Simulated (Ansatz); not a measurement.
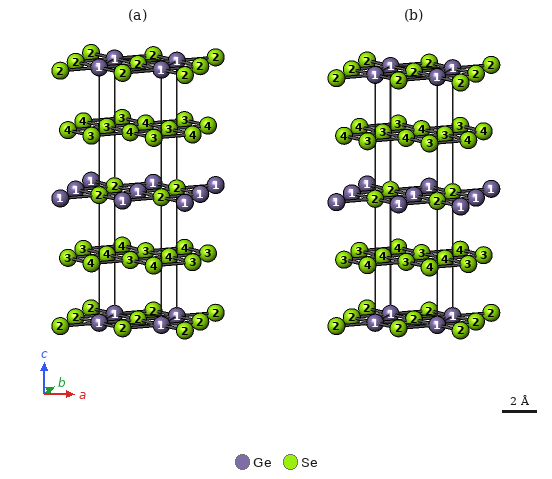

The structure of solid GeSe3 (built on the TiAl3 (D0_22)_139 type) before (left) and after (right) a relaxation, at one scale.

A ball-and-stick model of the conventional cell (2 times the calculation's cell), seen slightly off an axis. Lengths and directions refer to the drawn axes.

Case: TiAl3 (D0_22) type (I4/mmm, No. 139).

Method: DFT PBE, scalar-relativistic, plane waves, PAW (Ansatz 0.2.0). Set-up: plane-wave cutoff 420 eV; k-point mesh 18 × 18 × 18; occupations gaussian; smearing width 0.1 eV; no spin polarisation; cell and atoms relaxed; force threshold 0.01 eV/Å; at most 80 steps.

> What changed between the two?

The energy falls by 1.1 meV per atom in 3 accepted moves (4 points after the start). All forces vanish by symmetry, so only the cell relaxes. The pressure goes from −0.48 to 0.01 GPa. At 1 point the geometry stayed and the basis and grid were re-selected for the new cell (energy shift of 0.1 meV per atom at most each time). No atom moves by more than 0.005 Å relative to the cell. The volume changes by −3.5 %, with a = b 3.787 → 3.775 Å (−0.3 %), c 15.234 → 14.787 Å (−2.9 %). Near-neighbour distances that change, for instance: Ge1–Se2 2.677 → 2.669 Å, Se3–Se4 2.677 → 2.669 Å. The space group stays I4/mmm (No. 139). Cost: 9.9 min on 1 thread of Arm Neoverse V1, with other jobs on the host, peak memory 1.4 GiB.
